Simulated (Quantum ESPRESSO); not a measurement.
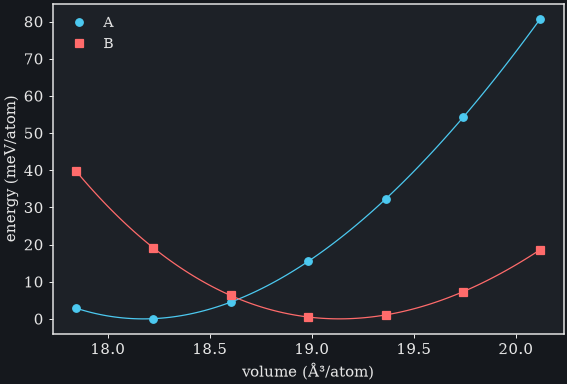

The picture above shows the energy against volume, with one curve for each functional, for MoS₂ (space group P-3m1). The labels are replaced by letters. In alphabetical order the cases are: LDA; PBE.

Computed with Quantum ESPRESSO 7.5: plane-wave DFT, no spin polarisation; energies at scaled volumes of the given cell, shape and fractions fixed, counted from the fit's minimum, third-order Birch-Murnaghan fit. All runs: no spin polarisation.

```tsv
setting	value
k mesh	9×9×4
occupations	Fermi–Dirac
smearing width	0.05 eV
```

Question: Which letter stands for which functional?

Answer: A: LDA; B: PBE.

Limits of the calculation: shape and atomic fractions are frozen while scaling, which makes layered, chain and framework solids too stiff.
